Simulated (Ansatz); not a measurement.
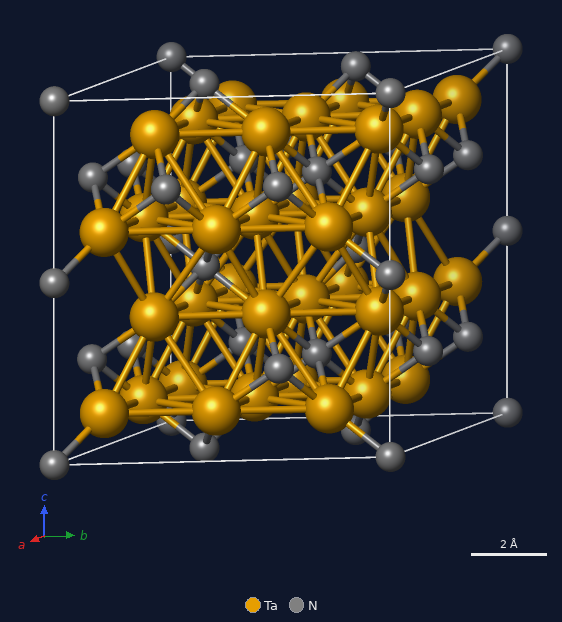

**Figure 1.** The structure as given in the input (ball-and-stick view of the cell of the calculation, seen slightly off an axis). An atom can appear more than once, as a periodic image.

# Ta₃₆N₁₇ (charge +2): single-point calculation (part 1 of 2)

Ta₃₆N₁₇ (defect cell, 53 atoms in the cell, total charge +2), computed with DFT PBE, scalar-relativistic, plane waves, PAW, spin-polarised (Ansatz 0.2.0).

The structure derives from a Materials Project entry.

## Output
```
Engine: ansatz 0.2.0, aarch64-unknown-linux-gnu
Pseudopotentials: kind: paw
Pseudopotential: Ta, paw, valence charge 13, recommended cutoff 420 eV (normal), Ta.paw.azcp
Pseudopotential: N, paw, valence charge 5, recommended cutoff 420 eV (normal), N.paw.azcp
Functional definition: PBE
  parameter kappa = 0.804
  parameter beta = 0.06672455060314922
  exchange = pbe_x(kappa = kappa, mu = beta*pi^2/3)
  correlation = pbe_c(beta = beta)
Crystal: 53 atoms, lattice volume = 719.990 Å³
Basis set: ecut = 420 eV, 14121 PW (Γ), exchange–correlation on 128×128×144 points (8 copies of the dense FFT grid, shifted against one another)
Bands: 332, of which v1, the nominal top of the filled ones, is band 276 counted from 1 (275 counted from 0)
Symmetry: 1 space group operations
Space group: P1 (ITA 1), of the structure as read, at distance tolerance 9.0e-5 Å
Magnetic group: BNS 1.1 (UNI 1), of the structure as read, at distance tolerance 9.0e-5 Å
k-points: 5 of 9 (time reversal used)
Non-local potential: Ta, projectors of the file, l = 0: 3, l = 1: 2, l = 2: 2, l = 3: 1
Non-local potential: N, projectors of the file, l = 0: 2, l = 1: 2, l = 2: 1
PAW form: soft (Blöchl's): semilocal exchange-correlation on the pseudo side does not see the compensation charge
PAW one-centre angular grid: Ta, 590 points (default); XC on 64 Gauss nodes
PAW one-centre angular grid: N, 110 points (default); XC on 64 Gauss nodes
Initial density: superposition of atomic densities (chi_scale 0.1, normalization cell, long waves kept (reshape's long-wave potential 0.30 eV rms))
Starting moments: Σ|m| = 1.2 μB on 6 of 53 sites
Initial wavefunctions: pseudopotential atomic-orbital guess
Functional: x = pbe(κ = 0.804, μ = 0.2195149727645171), c = pbe(β = 0.06672455060314922)
SCF iter   1: F=—  HF=-364179.972304 eV  |F-HF|=—  |Δ(HF+E_count)|=         —  Δρ=2.42e-2 (↑2.34e-2 ↓2.42e-2)  dr2=5.43e1  dr2_m=2.54e-2  M=0.242 μB ∫|m|=0.303 μB  β_m=0.30  ethr=3.10e-3  ⟨swp⟩=6.8  Hψ=12363  notcnv=0  defer=121
Mixer restart at iter 1: flushing history
preconditioner: auto → Kerker (q_TF=auto, 2.609 Å⁻¹)  [metal: Δε(μ)=0.019 eV  Ē_g=7.787 eV  σ=0.050 eV  W_gap=0.21  n_scr=212 (ndim 8)  ℏωp=22.4 eV  f_vac=0.000  D(μ)=35.14/eV (n_scr^D=326)]
spin=Collinear: Kerker preconditioning applied to the charge; magnetization (m = ρ↑ − ρ↓) channel mixes plain (no charge-response kernel on spin).
SCF iter   2: F=—  HF=-364178.452907 eV  |F-HF|=—  |Δ(HF+E_count)|=    1.52e0  Δρ=1.87e-2 (↑1.81e-2 ↓1.87e-2)  dr2=3.53e1  dr2_m=1.37e-2  M=0.188 μB ∫|m|=0.253 μB  β_m=0.65  ethr=3.10e-3  ⟨swp⟩=1.0  Hψ=3820  notcnv=0  defer=209
SCF iter   3: F=—  HF=-364173.870090 eV  |F-HF|=—  |Δ(HF+E_count)|=    4.58e0  Δρ=4.05e-3 (↑4.05e-3 ↓4.04e-3)  dr2=6.64e-1  dr2_m=7.67e-5  M=0.034 μB ∫|m|=0.059 μB  β_m=0.68  ethr=3.10e-3  ⟨swp⟩=3.0  Hψ=4482  notcnv=0  defer=490
SCF iter   4: F=—  HF=-364174.369594 eV  |F-HF|=—  |Δ(HF+E_count)|=   5.00e-1  Δρ=2.26e-3 (↑2.26e-3 ↓2.25e-3)  dr2=3.29e-1  dr2_m=1.50e-5  M=0.024 μB ∫|m|=0.035 μB  β_m=0.84  ethr=1.20e-4  ⟨swp⟩=3.6  Hψ=5266  notcnv=0  defer=466
SCF iter   5: F=—  HF=-364174.414358 eV  |F-HF|=—  |Δ(HF+E_count)|=   4.48e-2  Δρ=7.65e-4 (↑7.65e-4 ↓7.58e-4)  dr2=2.52e-2  dr2_m=5.47e-6  M=0.018 μB ∫|m|=0.021 μB  β_m=0.91  ethr=5.98e-5  ⟨swp⟩=2.0  Hψ=4540  notcnv=0  defer=466
SCF iter   6: F=—  HF=-364174.425333 eV  |F-HF|=—  |Δ(HF+E_count)|=   1.10e-2  Δρ=2.91e-4 (↑2.83e-4 ↓2.91e-4)  dr2=1.64e-2  dr2_m=5.66e-7  M=0.008 μB ∫|m|=0.009 μB  β_m=0.95  ethr=4.58e-6  ⟨swp⟩=2.0  Hψ=4642  notcnv=0  defer=466
SCF iter   7: F=—  HF=-364174.425521 eV  |F-HF|=—  |Δ(HF+E_count)|=   1.88e-4  Δρ=1.09e-4 (↑1.09e-4 ↓1.08e-4)  dr2=1.63e-3  dr2_m=1.13e-7  M=0.004 μB ∫|m|=0.005 μB  β_m=0.98  ethr=2.98e-6  ⟨swp⟩=2.0  Hψ=3508  notcnv=0  defer=466
SCF iter   8: F=—  HF=-364174.425459 eV  |F-HF|=—  |Δ(HF+E_count)|=   6.16e-5  Δρ=3.11e-5 (↑3.07e-5 ↓3.11e-5)  dr2=4.37e-5  dr2_m=2.41e-8  M=0.002 μB ∫|m|=0.002 μB  β_m=0.95  ethr=2.95e-7  ⟨swp⟩=2.0  Hψ=4016  notcnv=0  defer=466
SCF iter   9: F=—  HF=-364174.425463 eV  |F-HF|=—  |Δ(HF+E_count)|=   3.17e-6  Δρ=1.45e-5 (↑1.45e-5 ↓1.43e-5)  dr2=8.82e-6  dr2_m=6.25e-9  M=0.001 μB ∫|m|=0.001 μB  β_m=0.87  ethr=7.94e-9  ⟨swp⟩=2.0  Hψ=4642  notcnv=0  defer=466
SCF iter  10: F=—  HF=-364174.425462 eV  |F-HF|=—  |Δ(HF+E_count)|=   1.13e-6  Δρ=4.34e-6 (↑4.34e-6 ↓4.33e-6)  dr2=7.87e-7  dr2_m=2.75e-9  M=0.001 μB ∫|m|=0.001 μB  β_m=0.85  ethr=1.60e-9  ⟨swp⟩=2.0  Hψ=4630  notcnv=0  defer=466
SCF iter  11: F=—  HF=-364174.425461 eV  |F-HF|=—  |Δ(HF+E_count)|=   1.45e-7  Δρ=1.08e-6 (↑1.08e-6 ↓1.02e-6)  dr2=9.80e-8  dr2_m=5.90e-10  M=0.000 μB ∫|m|=0.000 μB  β_m=0.93  ethr=1.81e-11  ⟨swp⟩=12.7  Hψ=16792  notcnv=0
SCF iter  12: F=-364174.425461 eV  HF=-364174.425461 eV  |F-HF|=1.91e-8  |Δ(HF+E_count)|=   6.93e-9  Δρ=4.88e-7 (↑4.88e-7 ↓4.65e-7)  dr2=2.08e-8  dr2_m=1.36e-10  M=0.000 μB ∫|m|=0.000 μB  ethr=1.78e-11  ⟨swp⟩=3.0  Hψ=7397  notcnv=0
SCF 1 converged in 12 iterations: F = -364174.425461 eV  dr2 = 2.08e-8
  greatest PAW one-centre occupation: 0.999 electrons in one spin orbital (limit 2), on the Ta atom at site 25 (counted from 0), in its partial waves of l = 0
```

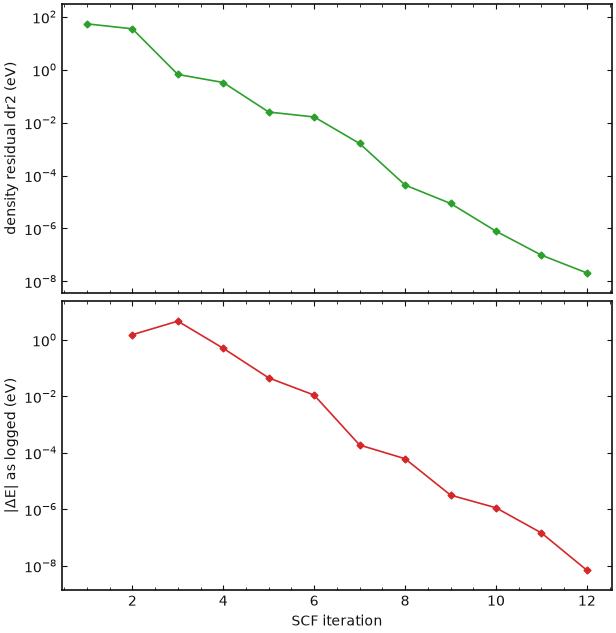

**Figure 2.** Convergence of the self-consistent field: density residual dr2 and size of the energy change against the SCF iteration. The residual falls at every step.

```
WARN: the starting moments were not kept: the SCF closed with an absolute magnetisation of 1.7e-4 μB, where they sum to 1.2 μB in size (6 sites). That is at most 0.1 of that sum. Measured as dr2_m measures the in/out step, that magnetisation stands 2.5e-10 eV from none, at or under the dr2_threshold of 1.0e-7 eV: it is no larger than a step whose dr2_m would equal this threshold. The system may hold no moment; this SCF shows only that its start led to no more than that. To try another start: raise the starting moments (crystal.atoms[].spin, magnetization.per_species, magnetization.initial_magnetization, or on a non-collinear deck that types none of these the spinor_matrix: blocks that start its atoms; where the total moment is fixed, keep their sum and leave initial_magnetization as it is; typed ones take the place of any that the run laid by itself, positive ones on a crystal's lanthanoids without a Hubbard term where scf.initial_density.shell_occupations: [] is typed) or, if the notice of its spin-set hold's release reads "site moments contracting" or "site moments show no strong build", lengthen the hold (scf.mixing.spin_hold: { on: { confirm: 4 } }; for m-r²SCAN on two components see the key's manual first). Each may lead to a state that holds a moment. A second SCF, from the converged charge density, with the starting moments and any scf.initial_density.shell_occupations laid on it anew, would have followed, and was not run: the deck does not ask for one (magnetization.retry_lost_moments is false, the default). To let it run, set magnetization.retry_lost_moments: true and run the deck again, where that key's refused combinations let it; where memory then withholds it, that run's warning says so.
SCF converged after 12 iterations
Magnetization: 0.0002 μB (275.5001 up, 275.4999 down)
Absolute magnetization: 0.0002 μB (∫|ρ↑−ρ↓|, with the PAW one-centre terms)
Spin contamination: 0.0000 ħ² per cell (⟨S²⟩ above its minimum at these occupations)
Per-site moments (μB) at R_I (Å): [(2.4233023004688383e-6, 0.8887885009762114), (1.785733570957942e-6, 0.878450401840137), (1.570665249346543e-6, 0.8814816008004717), (6.462800649921454e-7, 0.8849896838052367), (1.3464522366199736e-6, 0.879579078197124), (1.595500602801405e-6, 0.8791698090286071), (2.5914504480773438e-6, 0.8888539977777273), (1.6098579237130029e-6, 0.8787295312903525), (1.5477196738635885e-6, 0.8811207343684984), (6.716069781210386e-7, 0.8848735113822602), (1.4267653604285304e-6, 0.8794775126147605), (1.5071405637601329e-6, 0.8795409322874431), (1.5658110605153075e-6, 0.8813743943559714), (6.01008049270353e-7, 0.8848184911566989), (1.3715411604256573e-6, 0.8800178527418222), (1.5440283571895033e-6, 0.8791718605612391), (2.533925116045331e-6, 0.8887112979312538), (1.6515011129240064e-6, 0.878503013536242), (1.4554253883335023e-6, 0.8794795662385954), (1.487846954852914e-6, 0.879181115627583), (1.6524270923548645e-6, 0.8809925829951392), (7.118779853709347e-7, 0.8849083381959622), (2.7151798721374346e-6, 0.8886386774500512), (1.6771029430270985e-6, 0.878568695037507), (2.651679227356163e-6, 0.8888515316905782), (1.7225785189402744e-6, 0.8782493951553805), (1.4098635319878448e-6, 0.8797830666313446), (1.533791201708388e-6, 0.8790110339782681), (1.6630588427352458e-6, 0.8814572788722649), (5.960955195254471e-7, 0.8850465690588593), (1.4703349372036366e-6, 0.8799403533419048), (1.4690551052575263e-6, 0.8793184736503106), (1.6698146259039414e-6, 0.8811649641885002), (6.60375853930259e-7, 0.8848469947327502), (2.7996023805840673e-6, 0.8887557446625616), (1.5383681339241192e-6, 0.8787099018531663), (-8.879362795945981e-7, 0.8916830867706305), (-4.0516998112722795e-7, 0.8966509885194992), (-1.0198460711089546e-7, 0.8935419330360319), (-3.9810862607322235e-7, 0.8965034862695467), (-1.1189138888079639e-7, 0.893673300937072), (-6.868390273520818e-8, 0.8886101618827873), (-1.5069078457478557e-7, 0.8927483198502105), (-7.533330377667543e-8, 0.8886429219861501), (-1.5610689155027298e-7, 0.8930559949142338), (-8.413612863637581e-8, 0.8887266370409244), (-1.6979028231128533e-7, 0.8931528347688088), (-4.032327127850145e-8, 0.8787295312903525), (-1.7762782189962744e-8, 0.8787099018531663), (-4.3703404320394845e-8, 0.878450401840137), (-2.2524153425062543e-8, 0.8782493951553805), (-2.945317785371454e-8, 0.878503013536242), (-3.704380174499956e-8, 0.878568695037507)]
Free energy (F): -364174.425461 eV
Harris-Foulkes:  -364174.425461 eV  (|F-HF|=1.91e-8)
Internal energy: -364174.386726 eV  (E = F + TS)
E sigma→0 (E₀):  -364174.406094 eV
Entropy (-TS):   -0.038735 eV (-0.731 meV/atom)
Fermi energy:    19.580342 eV
--- Per-component energies (eV) ---
  E_band       = -3165.090571
  E_kinetic    = 15402.198035
  E_local      = -22012.025789  (includes V_loc(G=0)·N_el)
  E_nonlocal   = 1277.117901
  E_hartree    = 7607.968478
  E_xc         = -8889.147285
  E_vxc        = -8650.423489  (∫ρ·V_xc dr)
  E_paw        = -304442.941410  (= ΣΔE_a)
  E_vpaw       = -4397.902134  (= ΣTr[D̂ρ^β])
  E_aug_tail   = 0.007464  (compensation charges beyond the density's cutoff)
  E_ewald      = -53117.564120
  E_smearing   = -0.038735  (= −TS)
  E_closure    = 0.000000  (closes the sum)
  E_deformation_potential = 54.445039  (in the stress; not in F)
  Σ components = -364174.425461   (vs F -364174.425461, Δ=0.00e0)
--- Forces (eV/Å), atoms counted from 1 ---
  atom   1  Ta    -0.10346858    -0.11052603     0.09542949
  atom   2  Ta    -0.05196636    -0.07357973     0.01246491
  atom   3  Ta    -0.12165631    -0.10057997    -0.02021260
  atom   4  Ta    -0.10910295    -0.08025728     0.01381753
  atom   5  Ta    -0.02783583    -0.05675788     0.02787454
  atom   6  Ta    -0.07680066    -0.05029778     0.00125332
  atom   7  Ta    -0.04140469     0.14178859     0.10076684
  atom   8  Ta    -0.03273858     0.07730279    -0.00052797
  atom   9  Ta    -0.02975023     0.16119447    -0.01529313
  atom  10  Ta    -0.01901745     0.13054451     0.02604822
  atom  11  Ta    -0.04346789     0.05280231     0.03389970
  atom  12  Ta    -0.01064221     0.09235640     0.01361617
  atom  13  Ta     0.14619178    -0.04601090    -0.01116040
  atom  14  Ta     0.12295966    -0.05285819     0.00898442
  atom  15  Ta     0.05413206     0.00587636     0.03511104
  atom  16  Ta     0.09194819    -0.04332671     0.01503538
  atom  17  Ta     0.14686987    -0.03234767     0.09120488
  atom  18  Ta     0.08444222    -0.01873416     0.01042325
  atom  19  Ta     0.04042452     0.05244465    -0.02994730
  atom  20  Ta     0.01265691     0.09454292    -0.00039088
  atom  21  Ta     0.02810376     0.16167230     0.01735141
  atom  22  Ta     0.01614079     0.13695127    -0.01289571
  atom  23  Ta     0.03004718     0.15622044    -0.09648503
  atom  24  Ta     0.04015134     0.08155231    -0.00501606
  atom  25  Ta     0.11964646    -0.10436287    -0.10033438
  atom  26  Ta     0.06019257    -0.07841351    -0.01689457
  atom  27  Ta     0.03027820    -0.05709003    -0.03508725
  atom  28  Ta     0.07723295    -0.05349834    -0.00513766
  atom  29  Ta     0.13146342    -0.09587266     0.02089796
  atom  30  Ta     0.10278599    -0.08050040    -0.01638208
  atom  31  Ta    -0.05874915     0.01018285    -0.03333492
  atom  32  Ta    -0.08382099    -0.04829443    -0.01089780
  atom  33  Ta    -0.16426019    -0.05256681     0.01230755
  atom  34  Ta    -0.12038533    -0.05033229    -0.01864911
  atom  35  Ta    -0.14643187    -0.04388209    -0.09865530
  atom  36  Ta    -0.08125009    -0.01980870     0.00221334
  atom  37  N     -0.00282025     0.00016163    -0.00073717
  atom  38  N      0.00370357     0.00058244    -0.00651313
  atom  39  N     -0.00306134    -0.00210016     0.00630074
  atom  40  N      0.00428006    -0.00295014     0.00691084
  atom  41  N     -0.00449559     0.00335782    -0.00417859
  atom  42  N     -0.04158054     0.02603299    -0.00476795
  atom  43  N     -0.01569895     0.00616357     0.00050419
  atom  44  N      0.04352734     0.02244722     0.00041899
  atom  45  N      0.01175551     0.00737417     0.00257466
  atom  46  N      0.00332223    -0.04645058    -0.00189649
  atom  47  N     -0.00222649    -0.01292375    -0.00435412
  atom  48  N      0.01564298     0.01335413     0.00015954
  atom  49  N     -0.00687311    -0.02168709     0.00202997
  atom  50  N     -0.02497084     0.00200495     0.00268463
  atom  51  N      0.02350200     0.00747315    -0.00406372
  atom  52  N     -0.00004753    -0.02148781    -0.00470152
  atom  53  N     -0.01687844     0.01311615    -0.00176762
  max |Σ_I F_I| component: 2.45e-6 eV/Å
--- Band table (eV; the first three rows and the last of 10) ---
  k-point 0 ↑: bands = ["-48.7541", "-48.7315", "-48.7198", "-48.7194", "-48.7185", "-48.7128", "-48.7119", "-48.7043", "-48.7009", "-48.7007", ... 122 levels left out ..., "-14.8438", "-14.7971", "-14.7834", "-14.7831", "-14.7683", "-14.7419", "-14.7410", "-14.7145", "-14.7134", "-14.6641", "-14.6632", "-14.6337", "2.0174", "2.9393", "3.0328", "3.0334", "3.0421", "3.0671", "3.0675", "3.1369", "3.1501", "3.1512", "3.1855", "3.2052", "3.2056", "3.2249", "3.4126", "3.4453", "3.9394",
      "11.2574", "11.3084", "11.3090", "11.3615", "11.4112", "11.4113", "11.4309", "11.5746", "11.5751", "11.7817", "12.0762", "12.0767", "12.2221", "12.3005", "12.3009", "12.3631", "12.4291", "12.6762", "12.6764", "12.7876", "12.7933", "12.7937", "12.9208", "12.9392", "12.9398", "13.0031", "13.0036", "13.1162", "13.1168", "13.1173", "13.1462", "13.2072", "13.2084", "13.2328", "13.3452", "13.3456", "13.4269", "13.4669", "13.4672", "13.5639",
      "13.6147", "13.7045", "13.7052", "13.8531", "13.8742", "13.8745", "14.1540", "14.1548", "14.1717", "14.2014", "14.3174", "14.3181", "15.6086", "15.6863", "15.7211", "15.7217", "15.8162", "15.8171", "15.8308", "15.8311", "16.3515", "16.3518", "16.4202", "16.4536", "16.4547", "16.4724", "16.5322", "16.6144", "16.6496", "16.8024", "16.8028", "16.8907", "16.8972", "16.9831", "17.0497", "17.0501", "17.0685", "17.0695", "17.0838", "17.1346",
      "17.1894", "17.1898", "17.3752", "17.3782", "17.3793", "17.5345", "17.5352", "17.6910", "17.6911", "17.7639", "17.8747", "17.8749", "17.9587", "18.0057", "18.0211", "18.0216", "18.0374", "18.1296", "18.1311", "18.2449", "18.2683", "18.2685", "18.3594", "18.3980", "18.3984", "18.6935", "18.9817", "19.0542", "19.1036", "19.1045", "19.1845", "19.2880", "19.2887", "19.5223", "19.5541", "19.5563", "19.7441", "19.7445", "20.2108", "20.3794",
      "20.3798", "20.4504", "20.4655", "20.4666", "20.5078", "20.5083", "20.6201", "20.6370", "20.6785", "20.6795", "20.7493", "20.7499", "21.0223", "21.0230", "21.1667", "21.1701", "21.1723", "21.3389", "21.3398", "21.4330", "21.5598", "21.5609", "21.6626", "21.6649", "21.6660", "21.8975", "21.8977", "22.0664", "22.0716", "22.0720", "22.2408", "22.2473", "22.3733", "22.3745", "22.4132", "22.5192", "22.5201", "22.5474", "22.5480", "22.5769",
      "22.5770", "22.5867", "22.6238", "22.6558", "22.6567", "22.6970", "22.7379", "22.7396", "22.7741", "22.7746", "22.8019"]
```
